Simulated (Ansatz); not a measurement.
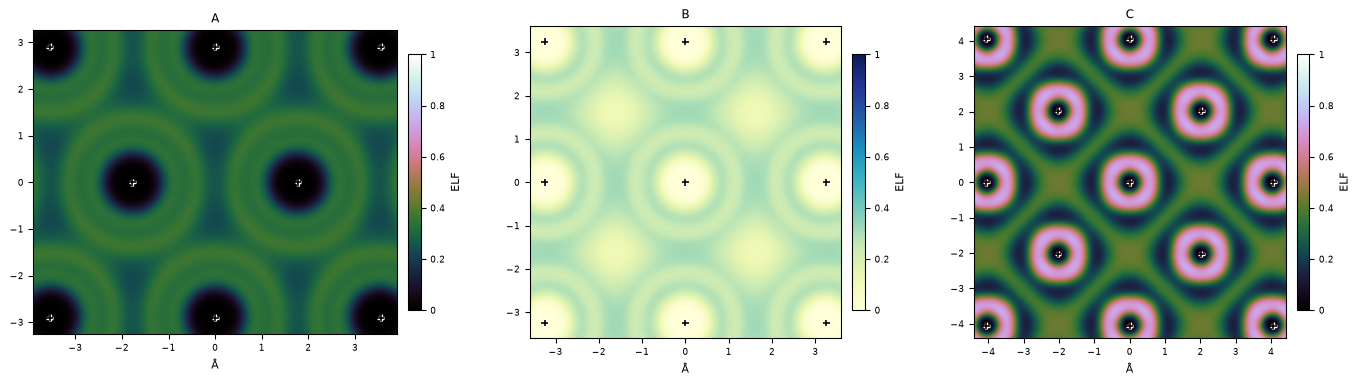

The electron localisation function of 3 systems, each on a plane through atoms (crosses mark nuclei in the plane).

All numbers below come from Kohn-Sham DFT of a periodic cell, HSE06, Ansatz PAW (Ansatz 0.2.0).

System 1: Sn, the (101̄) plane of the conventional cell. Space group Immm; a structure from a database of computed crystals, not necessarily the ambient phase.

```xyz
2
Lattice="3.4531 0.0000 0.0000 0.0000 3.5511 0.0000 0.0000 0.0000 4.6767" Properties=species:S:1:pos:R:3 pbc="T T T"
Sn    0.0000    0.0000    0.0000
Sn    1.7265    1.7755    2.3383
```

System 2: In, the (001) plane of the conventional cell. Space group I4/mmm.

```cif
data_structure
_symmetry_space_group_name_H-M 'P 1'
_symmetry_Int_Tables_number 1
_cell_length_a 3.2509
_cell_length_b 3.2509
_cell_length_c 4.9474
_cell_angle_alpha 90.000
_cell_angle_beta 90.000
_cell_angle_gamma 90.000
_cell_volume 52.29
loop_
_atom_site_label
_atom_site_type_symbol
_atom_site_fract_x
_atom_site_fract_y
_atom_site_fract_z
_atom_site_occupancy
In1 In 0.00000 0.00000 0.00000 1
In2 In 0.50000 0.50000 0.50000 1
```

System 3: W, the (001) plane of the conventional cell. Space group Fm-3m; computed pressure about −9 GPa in this cell.

```cif
data_structure
_symmetry_space_group_name_H-M 'P 1'
_symmetry_Int_Tables_number 1
_cell_length_a 4.0600
_cell_length_b 4.0600
_cell_length_c 4.0600
_cell_angle_alpha 90.000
_cell_angle_beta 90.000
_cell_angle_gamma 90.000
_cell_volume 66.92
loop_
_atom_site_label
_atom_site_type_symbol
_atom_site_fract_x
_atom_site_fract_y
_atom_site_fract_z
_atom_site_occupancy
W1 W 0.00000 0.00000 0.00000 1
W2 W 0.50000 0.50000 0.00000 1
W3 W 0.50000 0.00000 0.50000 1
W4 W 0.00000 0.50000 0.50000 1
```

**Match each panel to its system.**

Panel A is system 1, Sn: the plane holds Sn. Sn–Sn (3.41 Å): the ELF is about 0.30 at the midpoint. Panel B is system 2, In: the plane holds In. In–In (3.25 Å): the ELF is about 0.30 at the midpoint (no shared electron pair shows on this line). Panel C is system 3, W: the plane holds W. W–W (2.87 Å): the ELF is about 0.35 at the midpoint.
